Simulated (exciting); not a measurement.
# Energy of YN along an even scaling of the cell

System: YN (Fm-3m, 2 atoms in the cell).
Method: Kohn-Sham DFT of a periodic cell, PBE, all-electron LAPW+lo, shipped species files, no spin polarisation (exciting sodium).

The 7 runs differ only in the geometry, by an even scaling of the cell at fixed fractional positions. The structure derives from an entry of the Crystallography Open Database.

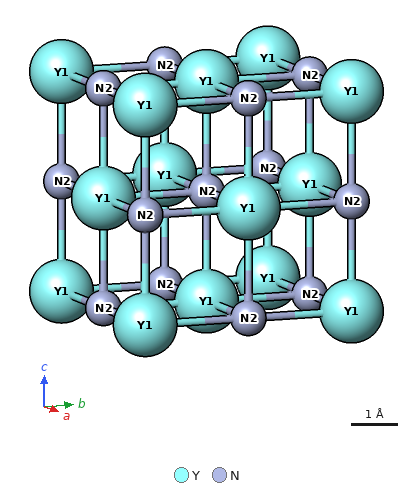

Figure 1. The structure of run 4 (ball-and-stick view of the cell 4 times as large as that of the calculation, set on its symmetry axes, seen slightly off an axis; atoms are numbered from 1 in the order of the input).

## Input of run 4
```
<input>
  <title>YN</title>
  <structure speciespath="./" tshift="false">
    <crystal scale="1">
      <basevect>0.000000000000 4.608097154900 4.608097154900</basevect>
      <basevect>4.608097154900 0.000000000000 4.608097154900</basevect>
      <basevect>4.608097154900 4.608097154900 0.000000000000</basevect>
    </crystal>
    <species speciesfile="Y.xml" rmt="2.3">
      <atom coord="0.000000000000 0.000000000000 0.000000000000"/>
    </species>
    <species speciesfile="N.xml" rmt="1.45">
      <atom coord="0.500000000000 0.500000000000 0.500000000000"/>
    </species>
  </structure>
  <groundstate do="fromscratch" ngridk="9 9 9" rgkmax="7.5" gmaxvr="14" lmaxapw="10" lmaxmat="10" lmaxvr="8" xctype="GGA_PBE" stype="Fermi Dirac" swidth="0.00183747" nempty="14" ValenceRelativity="iora*" epsengy="1e-05" epspot="1e-05" maxscl="60" tforce="true" outputlevel="normal"/>
</input>
```

Command:
```bash
OMP_NUM_THREADS=1 exciting_smp
```

Run 6 has the same physical settings and fractional positions; its lattice vectors (Å) are:
```
   0.000000    2.470589    2.470589
   2.470589    0.000000    2.470589
   2.470589    2.470589    0.000000
```

## Results, with one run withheld

```csv
run,volume per atom (Å³),"free energy per atom, from the lowest run given (meV)",gap on the mesh (eV)
1,13.630,50.33,0.13
2,13.920,26.97,0.17
3,14.210,11.35,0.21
4,14.500,2.57,0.24
5,14.790,0.00,0.27
6,15.080,?,?
7,15.370,11.27,0.33
```

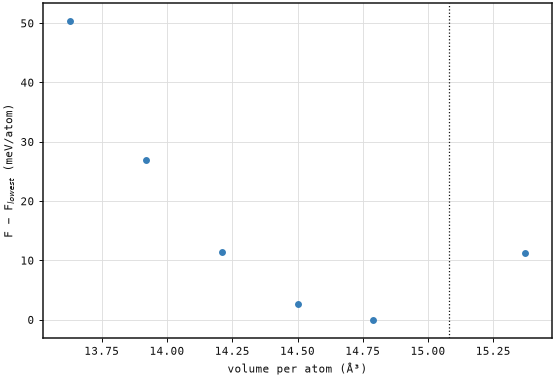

Figure 2. Free energy per atom of the runs given; the dotted line marks run 6.

Estimate the energy of run 6 from the others.

A cubic polynomial in V^(−2/3) (the Birch–Murnaghan form), fitted to the 6 runs given, misses them by at most 0.03 meV per atom. With x = V^(−2/3) − 0.16907 Å⁻², it reads F = 5.2637 + 3553.5 x + 6.0136e+05 x² + 3.318e+05 x³ (meV per atom). At run 6 it gives 3.10 meV per atom, and the run itself gives 3.11. The fit has its minimum at 14.771 Å³ per atom, where V d²F/dV² gives 159 GPa: the bulk modulus at this level, since symmetry fixes the shape and the positions. The gap on the mesh goes, without turning, from 0.13 eV in run 1 to 0.33 eV in run 7; run 6 has 0.30 eV. These are gaps of this functional on this mesh, which can miss the band edges; they aren't the measured gap.

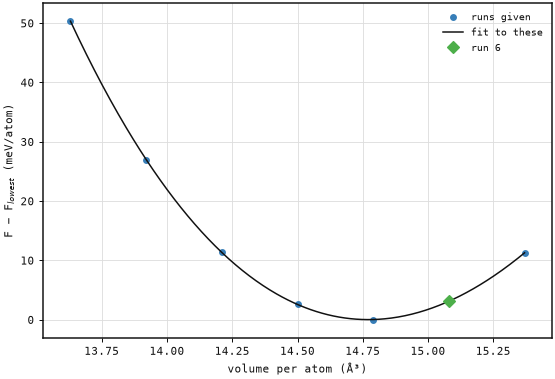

Figure 3. The fit and the withheld run.

## Some lines of the output (run 6)
```
[...]
 Absolute change in total energy   (target) :  0.304765E-04  ( 0.100000E-04)
 Total energy                               :     -3440.60164806
 DOS at Fermi energy (states/Ha/cell)       :         0.56233179
 Absolute change in total energy   (target) :  0.175155E-04  ( 0.100000E-04)
 Total energy                               :     -3440.60165366
 DOS at Fermi energy (states/Ha/cell)       :         0.56234078
 Absolute change in total energy   (target) :  0.559844E-05  ( 0.100000E-04)
 Total energy                               :     -3440.60165211
 Fermi energy                               :         0.33247230
 DOS at Fermi energy (states/Ha/cell)       :         0.56233973
 Absolute change in total energy   (target) :  0.154765E-05  ( 0.100000E-04)
 Total energy                               :     -3440.60165196
 Fermi energy                               :         0.33247228
 DOS at Fermi energy (states/Ha/cell)       :         0.56233921
```
